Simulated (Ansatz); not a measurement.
System: GaN, space group F-43m (No. 216) (one of a set of cubic test structures, which need not be the stable phase).

How it was computed, with Ansatz 0.2.0 development build: equation of state of a cubic crystal from periodic Kohn-Sham density functional theory without spin, third-order Birch-Murnaghan fit to the free energies; pressure corrected for the finite basis. Level: HSE06.

structure type zinc blende; atoms in cell 2; space group number 216; lattice centring face-centred primitive; k mesh 4×4×4; occupation method Fermi–Dirac; occupation width 0.05 eV; wave cutoff 420 eV; datasets soft-1 PAW; density tolerance 1e−07 eV; bands 13; density cutoff ratio 4; search for lower states default; exchange singularity Wigner-Seitz.

What does the calculation give for the energy above the lowest point and pressure against volume? The volume takes the values 10.83, 11.19, 11.54, 11.89, 12.25 Å³/atom.

A third-order Birch–Murnaghan fit gives V0 = 11.38 Å³/atom, B0 = 198 GPa and B′ = 4.3. The energy above the lowest point is 16.5 meV/atom at volume 10.83 Å³/atom and 34.4 meV/atom at 12.25 Å³/atom; the lowest computed point is at volume 11.54 Å³/atom (0.0 meV/atom), and no other minimum shows. The pressure falls from 10.8 GPa at volume 10.83 Å³/atom to −12.5 GPa at 12.25 Å³/atom, and changes sign near 11.39 Å³/atom.

```csv
volume (Å³/atom),energy above the lowest point (meV/atom),pressure (GPa)
10.83,16.5,10.8
11.19,0.8,3.5
11.54,0.0,-2.7
11.89,11.8,-8.0
12.25,34.4,-12.5
```

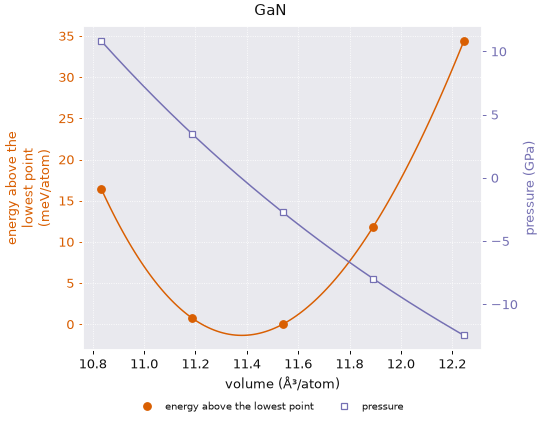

Note: cubic model structure, not the ambient form; modest k-mesh, values are not fully converged in k.
